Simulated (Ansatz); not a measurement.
## Geometry relaxation, with input and output: SnS2 (part 1 of 2)

- system: SnS2 (P-3m1, 3 atoms in the cell)
- method: DFT LDA, scalar-relativistic, plane waves, PAW, no spin polarisation (Ansatz 0.2.0)

The structure derives from an entry of the Crystallography Open Database. It belongs to a series of runs on one base structure; here: relaxed at 3 GPa.

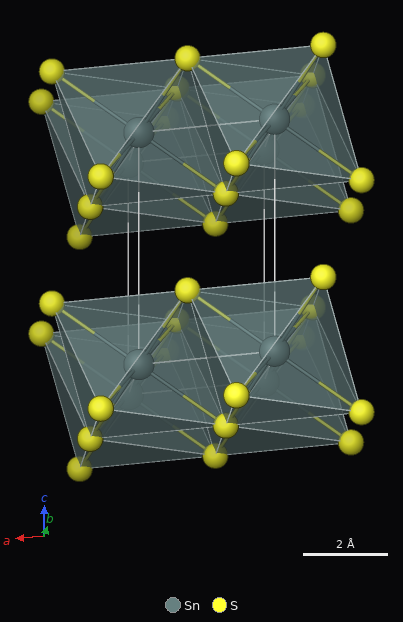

Fig. 1: The starting structure (polyhedral view of the cell of the calculation, seen at an oblique angle; polyhedra are completed across the faces of the cell).

Input
```yaml
crystal:
  lattice:
    - [3.6322974532, 0.0, 0.0]
    - [-1.8161487266, 3.1456618686, 0.0]
    - [0.0, 0.0, 5.6986094049]
  atoms:
    - { symbol: Sn, position: [0.0, 0.0, 0.0] }
    - { symbol: S, position: [0.6666666667, 0.3333333333, 0.2574471902] }
    - { symbol: S, position: [0.3333333333, 0.6666666667, 0.7425528098] }
basis:
  ecutwfc: 420
kpoints:
  mp_grid: { grid: [12, 12, 6] }
hamiltonian:
  xc: lda
scf:
  occupations: { method: fixed }
output:
  forces: true
  stress: true
  eigenvalues: true
  write_density: true
  write_potential: true
  elf: true
  volumetric_format: npy
relax:
  adjacent_minimum: "off"
  f_tol: 0.001
  max_steps: 60
  cell: { stress_tol: 0.02, p_target: 3.0 }
```

Run on 1 thread of AMD EPYC (Zen 3), 32 GiB of memory available, shared host.

Run as:
```bash
ansatz run input.yaml --threads 1 --pin off --max-ram 3072MiB --backend cpu --events-out ev --progress --plain --runs-dir out
```

Log
```
Engine: ansatz 0.2.0, x86_64-unknown-linux-gnu
Pseudopotentials: kind: paw
Pseudopotential: Sn, paw, valence charge 14, recommended cutoff 420 eV (normal), Sn.paw.azcp
Pseudopotential: S, paw, valence charge 6, recommended cutoff 420 eV (normal), S.paw.azcp
Functional definition: SPW92
  exchange = slater_x
  correlation = pw_c
Crystal: 3 atoms, lattice volume = 65.112 Å³
Basis set: ecut = 420 eV, 1243 PW (Γ)
Bands: 17, of which v1, the nominal top of the filled ones, is band 13 counted from 1 (12 counted from 0)
Symmetry: 12 space group operations
Space group: P-3m1 (ITA 164), of the structure as read, at distance tolerance 4.0e-5 Å
k-points: 100 of 864
Non-local potential: Sn, projectors of the file, l = 0: 2, l = 1: 2, l = 2: 2, l = 3: 2
Non-local potential: S, projectors of the file, l = 0: 2, l = 1: 2, l = 2: 2
PAW form: soft (Blöchl's): semilocal exchange-correlation on the pseudo side does not see the compensation charge
PAW frozen core: Sn, regenerated for the run's functional, and the local potential with it (the file was generated under x = pbe(κ = 0.804, μ = 0.2195149727645171), c = pbe(β = 0.06672455060314922))
PAW frozen core: S, regenerated for the run's functional, and the local potential with it (the file was generated under x = pbe(κ = 0.804, μ = 0.2195149727645171), c = pbe(β = 0.06672455060314922))
PAW one-centre angular grid: Sn, 590 points (default); XC on 64 Gauss nodes
PAW one-centre angular grid: S, 110 points (default); XC on 64 Gauss nodes
Initial density: superposition of atomic densities (neutral atoms: chi_scale 0, normalization atom), corrected by the library's trained network
Initial wavefunctions: pseudopotential atomic-orbital guess
Functional: x = slater, c = lda
SCF iter   1: F=—  HF=-7619.814462 eV  |F-HF|=—  |Δ(HF+E_count)|=         —  Δρ=7.68e-3  dr2=3.92e-2  ethr=1.77e-3  ⟨swp⟩=5.0  Hψ=8019  notcnv=0  defer=189
preconditioner: auto → Resta (q_TF=auto, 2.341 Å⁻¹)  ε∞=3.2  [insulator: Δε(μ)=0.988 eV  Ē_g=15.986 eV  n_scr=22 (ndim 8)  ℏωp=23.5 eV  f_vac=0.014  ε∞_Penn≈3.2]
SCF iter   2: F=—  HF=-7619.802511 eV  |F-HF|=—  |Δ(HF+E_count)|=   1.20e-2  Δρ=3.50e-3  dr2=5.29e-3  ethr=1.51e-4  ⟨swp⟩=2.0  Hψ=2747  notcnv=0  defer=196
SCF iter   3: F=—  HF=-7619.800913 eV  |F-HF|=—  |Δ(HF+E_count)|=   1.60e-3  Δρ=7.12e-4  dr2=2.60e-4  ethr=2.03e-5  ⟨swp⟩=2.0  Hψ=3204  notcnv=0  defer=196
SCF iter   4: F=—  HF=-7619.800854 eV  |F-HF|=—  |Δ(HF+E_count)|=   5.91e-5  Δρ=2.03e-4  dr2=2.36e-5  ethr=9.99e-7  ⟨swp⟩=2.0  Hψ=2664  notcnv=0  defer=196
SCF iter   5: F=—  HF=-7619.800852 eV  |F-HF|=—  |Δ(HF+E_count)|=   1.87e-6  Δρ=3.83e-5  dr2=1.21e-6  ethr=9.06e-8  ⟨swp⟩=2.4  Hψ=3021  notcnv=0  defer=16
SCF iter   6: F=-7619.800853 eV  HF=-7619.800853 eV  |F-HF|=3.69e-8  |Δ(HF+E_count)|=   2.61e-7  Δρ=1.05e-5  dr2=7.92e-8  ethr=3.85e-10  ⟨swp⟩=11.8  Hψ=14839  notcnv=0
SCF 1 converged in 6 iterations: F = -7619.800853 eV  dr2 = 7.92e-8
  greatest PAW one-centre occupation: 0.994 electrons in one spin orbital (limit 2), on the Sn atom at site 0 (counted from 0), in its partial waves of l = 2
relax step   1: F+E_penalty+E_count = -7619.80085260 eV  Δ(F+E_penalty+E_count) = +0.000e0 eV  max|allowed force component| = 3.110e-4 eV/Å  Δτ_max = 0.0000 Å  P = +0.001 GPa  Ω = 65.112 Å³  (6 SCF iters, dr2 threshold 1.00e-7 eV, accepted)
Crystal: 3 atoms, lattice volume = 58.247 Å³
Basis set: ecut = 420 eV, 1105 PW (Γ)
Initial density: handed on by an earlier stage of this run
Initial wavefunctions: those handed on with the density
iter 1 solved again at ethr=1.80e-4 eV; its pass at ethr=3.10e-3 eV (dr2=4.69e-2 eV) is discarded
SCF iter   1: F=—  HF=-7619.689914 eV  |F-HF|=—  |Δ(HF+E_count)|=         —  Δρ=7.27e-3  dr2=4.64e-2  ethr=1.80e-4  ⟨swp⟩=1.0  Hψ=9542  notcnv=0  defer=75
preconditioner: auto → Resta (q_TF=auto, 2.385 Å⁻¹)  ε∞=3.3  [insulator: Δε(μ)=0.625 eV  Ē_g=16.230 eV  n_scr=22 (ndim 8)  ℏωp=24.8 eV  f_vac=0.000  ε∞_Penn≈3.3]
SCF iter   2: F=—  HF=-7619.676988 eV  |F-HF|=—  |Δ(HF+E_count)|=   1.29e-2  Δρ=3.62e-3  dr2=8.48e-3  ethr=1.78e-4  ⟨swp⟩=2.0  Hψ=2264  notcnv=0  defer=196
SCF iter   3: F=—  HF=-7619.674141 eV  |F-HF|=—  |Δ(HF+E_count)|=   2.85e-3  Δρ=7.61e-4  dr2=4.66e-4  ethr=3.26e-5  ⟨swp⟩=2.0  Hψ=2398  notcnv=0  defer=196
SCF iter   4: F=—  HF=-7619.674051 eV  |F-HF|=—  |Δ(HF+E_count)|=   9.06e-5  Δρ=2.12e-4  dr2=2.60e-5  ethr=1.79e-6  ⟨swp⟩=2.6  Hψ=2857  notcnv=0  defer=196
SCF iter   5: F=—  HF=-7619.674053 eV  |F-HF|=—  |Δ(HF+E_count)|=   2.36e-6  Δρ=4.99e-5  dr2=1.36e-6  ethr=1.00e-7  ⟨swp⟩=2.3  Hψ=3035  notcnv=0  defer=10
SCF iter   6: F=-7619.674053 eV  HF=-7619.674053 eV  |F-HF|=2.23e-10  |Δ(HF+E_count)|=   4.27e-7  Δρ=8.00e-6  dr2=3.88e-8  ethr=1.15e-9  ⟨swp⟩=12.0  Hψ=14787  notcnv=0
SCF 2 converged in 6 iterations: F = -7619.674053 eV  dr2 = 3.88e-8
  greatest PAW one-centre occupation: 0.995 electrons in one spin orbital (limit 2), on the Sn atom at site 0 (counted from 0), in its partial waves of l = 2
relax step   2: F+E_penalty+E_count = -7619.67405340 eV  Δ(F+E_penalty+E_count) = +1.268e-1 eV  max|allowed force component| = 3.519e-1 eV/Å  Δτ_max = 0.1292 Å  P = +5.307 GPa  Ω = 58.247 Å³  energy of the carried Pulay correction = +2.255e-3 eV  (6 SCF iters, dr2 threshold 3.00e-7 eV, rejected (line search))
Crystal: 3 atoms, lattice volume = 62.273 Å³
Basis set: ecut = 420 eV, 1207 PW (Γ)
iter 1 solved again at ethr=7.63e-5 eV; its pass at ethr=3.10e-3 eV (dr2=1.98e-2 eV) is discarded
SCF iter   1: F=—  HF=-7619.792986 eV  |F-HF|=—  |Δ(HF+E_count)|=         —  Δρ=4.61e-3  dr2=1.95e-2  ethr=7.63e-5  ⟨swp⟩=2.0  Hψ=10002  notcnv=0  defer=158
preconditioner: auto → Resta (q_TF=auto, 2.359 Å⁻¹)  ε∞=3.2  [insulator: Δε(μ)=0.939 eV  Ē_g=16.044 eV  n_scr=22 (ndim 8)  ℏωp=24.0 eV  f_vac=0.011  ε∞_Penn≈3.2]
SCF iter   2: F=—  HF=-7619.787504 eV  |F-HF|=—  |Δ(HF+E_count)|=   5.48e-3  Δρ=2.39e-3  dr2=4.37e-3  ethr=7.50e-5  ⟨swp⟩=2.2  Hψ=2273  notcnv=0  defer=196
SCF iter   3: F=—  HF=-7619.786142 eV  |F-HF|=—  |Δ(HF+E_count)|=   1.36e-3  Δρ=4.24e-4  dr2=1.73e-4  ethr=1.68e-5  ⟨swp⟩=2.1  Hψ=2652  notcnv=0  defer=196
SCF iter   4: F=—  HF=-7619.786120 eV  |F-HF|=—  |Δ(HF+E_count)|=   2.21e-5  Δρ=1.43e-4  dr2=1.40e-5  ethr=6.67e-7  ⟨swp⟩=2.2  Hψ=2219  notcnv=0  defer=189
SCF iter   5: F=—  HF=-7619.786121 eV  |F-HF|=—  |Δ(HF+E_count)|=   1.44e-6  Δρ=3.11e-5  dr2=7.21e-7  ethr=5.37e-8  ⟨swp⟩=2.6  Hψ=2870  notcnv=0  defer=22
SCF iter   6: F=—  HF=-7619.786121 eV  |F-HF|=—  |Δ(HF+E_count)|=   2.22e-7  Δρ=6.12e-6  dr2=2.63e-8  ethr=2.77e-9  ⟨swp⟩=2.8  Hψ=3009  notcnv=0  defer=14
SCF iter   7: F=—  HF=-7619.786121 eV  |F-HF|=—  |Δ(HF+E_count)|=   6.20e-9  Δρ=2.01e-6  dr2=2.16e-9  ethr=1.01e-10  ⟨swp⟩=2.0  Hψ=2741  notcnv=0  defer=14
SCF iter   8: F=—  HF=-7619.786121 eV  |F-HF|=—  |Δ(HF+E_count)|=  5.65e-10  Δρ=4.26e-7  dr2=1.08e-10  ethr=8.32e-12  ⟨swp⟩=2.1  Hψ=2989  notcnv=0  defer=14
SCF iter   9: F=-7619.786121 eV  HF=-7619.786121 eV  |F-HF|=2.73e-12  |Δ(HF+E_count)|=  3.37e-11  Δρ=6.35e-8  dr2=2.47e-12  ethr=1.00e-12  ⟨swp⟩=7.3  Hψ=11204  notcnv=0
SCF 3 converged in 9 iterations: F = -7619.786121 eV  dr2 = 2.47e-12
relax step   3: F+E_penalty+E_count = -7619.78612148 eV  Δ(F+E_penalty+E_count) = +1.473e-2 eV  max|allowed force component| = 3.314e-2 eV/Å  Δτ_max = 0.0468 Å  P = +1.933 GPa  Ω = 62.273 Å³  energy of the carried Pulay correction = +9.048e-4 eV  (9 SCF iters, accepted)
Crystal: 3 atoms, lattice volume = 60.637 Å³
Basis set: ecut = 420 eV, 1147 PW (Γ)
iter 1 solved again at ethr=6.29e-6 eV; its pass at ethr=3.10e-3 eV (dr2=1.63e-3 eV) is discarded
SCF iter   1: F=—  HF=-7619.764826 eV  |F-HF|=—  |Δ(HF+E_count)|=         —  Δρ=1.68e-3  dr2=1.61e-3  ethr=6.29e-6  ⟨swp⟩=2.8  Hψ=10872  notcnv=0  defer=196
preconditioner: auto → Resta (q_TF=auto, 2.369 Å⁻¹)  ε∞=3.3  [insulator: Δε(μ)=0.768 eV  Ē_g=16.161 eV  n_scr=22 (ndim 8)  ℏωp=24.3 eV  f_vac=0.003  ε∞_Penn≈3.3]
SCF iter   2: F=—  HF=-7619.764424 eV  |F-HF|=—  |Δ(HF+E_count)|=   4.02e-4  Δρ=8.33e-4  dr2=3.71e-4  ethr=6.19e-6  ⟨swp⟩=2.9  Hψ=2453  notcnv=0  defer=196
SCF iter   3: F=—  HF=-7619.764343 eV  |F-HF|=—  |Δ(HF+E_count)|=   8.03e-5  Δρ=1.28e-4  dr2=1.00e-5  ethr=1.43e-6  ⟨swp⟩=2.0  Hψ=2194  notcnv=0  defer=109
SCF iter   4: F=—  HF=-7619.764348 eV  |F-HF|=—  |Δ(HF+E_count)|=   4.57e-6  Δρ=2.43e-5  dr2=4.11e-7  ethr=3.85e-8  ⟨swp⟩=2.7  Hψ=2998  notcnv=0  defer=12
SCF iter   5: F=-7619.764348 eV  HF=-7619.764348 eV  |F-HF|=2.43e-8  |Δ(HF+E_count)|=   1.76e-8  Δρ=9.04e-6  dr2=6.20e-8  ethr=1.15e-9  ⟨swp⟩=11.7  Hψ=14704  notcnv=0
SCF 4 converged in 5 iterations: F = -7619.764348 eV  dr2 = 6.20e-8
relax step   4: F+E_penalty+E_count = -7619.76434800 eV  Δ(F+E_penalty+E_count) = +2.177e-2 eV  max|allowed force component| = 9.549e-2 eV/Å  Δτ_max = 0.0229 Å  P = +3.561 GPa  Ω = 60.637 Å³  energy of the carried Pulay correction = +1.449e-3 eV  (5 SCF iters, dr2 threshold 3.00e-7 eV, accepted)
Crystal: 3 atoms, lattice volume = 60.646 Å³
iter 1 solved again at ethr=5.42e-7 eV; its pass at ethr=3.10e-3 eV (dr2=1.41e-4 eV) is discarded
SCF iter   1: F=—  HF=-7619.765701 eV  |F-HF|=—  |Δ(HF+E_count)|=         —  Δρ=5.19e-4  dr2=1.14e-4  ethr=5.42e-7  ⟨swp⟩=3.5  Hψ=9971  notcnv=0  defer=196
preconditioner: auto → Resta (q_TF=auto, 2.369 Å⁻¹)  ε∞=3.3  [insulator: Δε(μ)=0.689 eV  Ē_g=16.117 eV  n_scr=22 (ndim 8)  ℏωp=24.3 eV  f_vac=0.003  ε∞_Penn≈3.3]
SCF iter   2: F=—  HF=-7619.765677 eV  |F-HF|=—  |Δ(HF+E_count)|=   2.42e-5  Δρ=2.73e-4  dr2=2.50e-5  ethr=4.40e-7  ⟨swp⟩=2.1  Hψ=2428  notcnv=0  defer=196
SCF iter   3: F=—  HF=-7619.765674 eV  |F-HF|=—  |Δ(HF+E_count)|=   3.30e-6  Δρ=3.98e-5  dr2=7.46e-7  ethr=9.61e-8  ⟨swp⟩=2.7  Hψ=2478  notcnv=0  defer=196
SCF iter   4: F=-7619.765673 eV  HF=-7619.765673 eV  |F-HF|=3.26e-8  |Δ(HF+E_count)|=   2.48e-8  Δρ=1.07e-5  dr2=7.82e-8  ethr=1.15e-9  ⟨swp⟩=13.4  Hψ=15701  notcnv=0
SCF 5 converged in 4 iterations: F = -7619.765673 eV  dr2 = 7.82e-8
relax step   5: F+E_penalty+E_count = -7619.76567346 eV  Δ(F+E_penalty+E_count) = -1.325e-3 eV  max|allowed force component| = 3.672e-3 eV/Å  Δτ_max = 0.0120 Å  P = +2.985 GPa  Ω = 60.646 Å³  energy of the carried Pulay correction = +1.448e-3 eV  (4 SCF iters, dr2 threshold 3.00e-7 eV, accepted)
Crystal: 3 atoms, lattice volume = 60.648 Å³
iter 1 solved again at ethr=8.43e-10 eV; its pass at ethr=3.10e-3 eV (dr2=2.19e-7 eV) is discarded
SCF iter   1: F=—  HF=-7619.765708 eV  |F-HF|=—  |Δ(HF+E_count)|=         —  Δρ=1.81e-5  dr2=2.06e-7  ethr=8.43e-10  ⟨swp⟩=2.0  Hψ=8702  notcnv=0
preconditioner: auto → Resta (q_TF=auto, 2.369 Å⁻¹)  ε∞=3.3  [insulator: Δε(μ)=0.695 eV  Ē_g=16.116 eV  n_scr=22 (ndim 8)  ℏωp=24.3 eV  f_vac=0.004  ε∞_Penn≈3.3]
SCF iter   2: F=—  HF=-7619.765708 eV  |F-HF|=—  |Δ(HF+E_count)|=   6.61e-8  Δρ=8.54e-6  dr2=3.14e-8  ethr=7.93e-10  ⟨swp⟩=2.8  Hψ=2991  notcnv=0
SCF iter   3: F=—  HF=-7619.765708 eV  |F-HF|=—  |Δ(HF+E_count)|=   7.05e-9  Δρ=2.43e-6  dr2=2.76e-9  ethr=1.21e-10  ⟨swp⟩=2.2  Hψ=2511  notcnv=0
SCF iter   4: F=-7619.765708 eV  HF=-7619.765708 eV  |F-HF|=2.82e-11  |Δ(HF+E_count)|=  1.26e-10  Δρ=4.08e-7  dr2=1.10e-10  ethr=3.24e-12  ⟨swp⟩=9.1  Hψ=11567  notcnv=0
SCF 6 converged in 4 iterations: F = -7619.765708 eV  dr2 = 1.10e-10
relax step   6: F+E_penalty+E_count = -7619.76570800 eV  Δ(F+E_penalty+E_count) = -3.454e-5 eV  max|allowed force component| = 2.645e-5 eV/Å  Δτ_max = 0.0004 Å  P = +3.000 GPa  Ω = 60.648 Å³  energy of the carried Pulay correction = +1.448e-3 eV  (4 SCF iters, dr2 threshold 8.43e-10 eV, accepted)
Initial wavefunctions: pseudopotential atomic-orbital guess (no wavefunctions were taken with the density)
iter 1 solved again at ethr=6.06e-7 eV; its pass at ethr=3.10e-3 eV (dr2=1.58e-4 eV) is discarded
SCF iter   1: F=—  HF=-7619.764500 eV  |F-HF|=—  |Δ(HF+E_count)|=         —  Δρ=7.65e-5  dr2=4.03e-7  ethr=6.06e-7  ⟨swp⟩=2.2  Hψ=12042  notcnv=0  defer=195
preconditioner: auto → Resta (q_TF=auto, 2.369 Å⁻¹)  ε∞=3.3  [insulator: Δε(μ)=0.695 eV  Ē_g=16.117 eV  n_scr=22 (ndim 8)  ℏωp=24.3 eV  f_vac=0.004  ε∞_Penn≈3.3]
SCF iter   2: F=—  HF=-7619.764501 eV  |F-HF|=—  |Δ(HF+E_count)|=   1.25e-6  Δρ=3.96e-5  dr2=1.22e-7  ethr=1.55e-9  ⟨swp⟩=2.2  Hψ=2988  notcnv=0  defer=185
SCF iter   3: F=—  HF=-7619.764501 eV  |F-HF|=—  |Δ(HF+E_count)|=   1.47e-7  Δρ=4.80e-6  dr2=7.57e-9  ethr=4.69e-10  ⟨swp⟩=2.5  Hψ=3048  notcnv=0  defer=185
SCF iter   4: F=—  HF=-7619.764501 eV  |F-HF|=—  |Δ(HF+E_count)|=  6.24e-10  Δρ=7.84e-7  dr2=1.48e-10  ethr=2.91e-11  ⟨swp⟩=2.0  Hψ=2170  notcnv=0  defer=185
SCF iter   5: F=-7619.764501 eV  HF=-7619.764501 eV  |F-HF|=1.82e-12  |Δ(HF+E_count)|=  2.55e-11  Δρ=9.75e-8  dr2=2.65e-12  ethr=1.00e-12  ⟨swp⟩=8.2  Hψ=12001  notcnv=0
SCF 7 converged in 5 iterations: F = -7619.764501 eV  dr2 = 2.65e-12
relax step   7: F+E_penalty+E_count = -7619.76450109 eV  Δ(F+E_penalty+E_count) = +1.207e-3 eV  max|allowed force component| = 8.898e-4 eV/Å  Δτ_max = 0.0000 Å  P = +2.996 GPa  Ω = 60.648 Å³  stress off target by 1.36e-2 GPa  SCF on the basis re-selected at this cell (its energy is not comparable with the rows above)  (5 SCF iters)
```

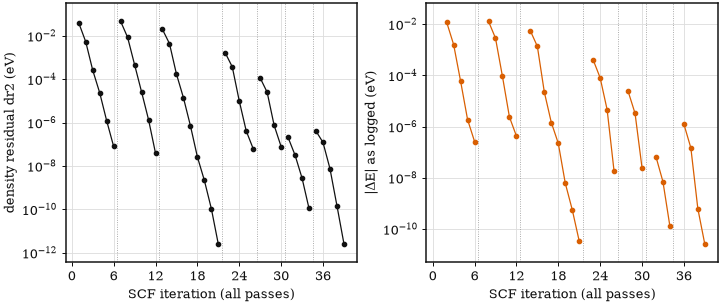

Fig. 2: Convergence of the self-consistent field: density residual dr2 and size of the energy change against the SCF iteration. The dotted lines part the SCF passes of the relaxation: geometry steps, rejected trials and re-solves on a re-selected basis. The 7 passes take 4 to 9 iterations each, 39 in all.
